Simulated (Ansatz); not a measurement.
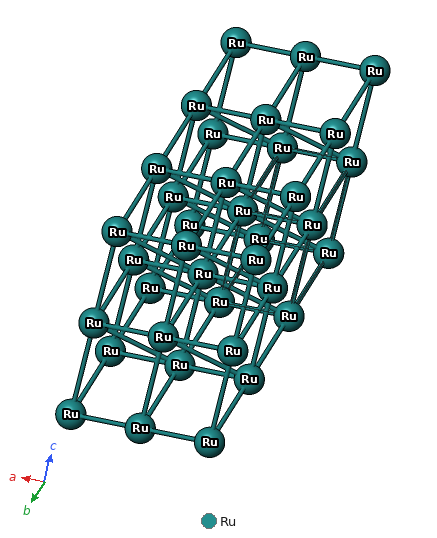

Structure drawing (ball-and-stick), viewed from a general direction. Solid lines give the simulation cell, repeated here 2×3×2 times.

Input file:
```yaml
crystal:
  lattice:
    - [-1.5052606682, 1.5052606682, 1.5052606682]
    - [1.5052606682, -1.5052606682, 1.5052606682]
    - [1.5052606682, 1.5052606682, -1.5052606682]
  atoms:
    - { symbol: Ru, position: [0.0, 0.0, 0.0] }
basis:
  ecutwfc: 600
  ecutrho_ratio: 5
kpoints:
  mp_grid: { grid: [20, 20, 20] }
hamiltonian:
  xc: r2scan
scf:
  occupations: { method: gaussian, width: 0.05 }
output:
  forces: true
  stress: true
  eigenvalues: true
```

The numbers come from DFT r2SCAN, scalar-relativistic, plane waves, PAW in Ansatz, using a 600 eV plane-wave basis, 20×20×20 k-mesh, Gaussian smearing of 0.05 eV, no spin polarisation.

### Metal or not?

A metal: bands cross the Fermi level.

### What pressure does the calculation give for this cell?

The computed pressure is 6.7 GPa (compressed: it would expand).

The structure was taken from a structure type filled with this element by a generator (whether the element takes this form wasn't checked). The cell was then strained or its atoms displaced on purpose. It was run through Ansatz as a DFT input.

At this level of theory the cell isn't at rest (compressed, at 7 GPa), so its distances can differ from those at equilibrium, the more so the softer the solid.
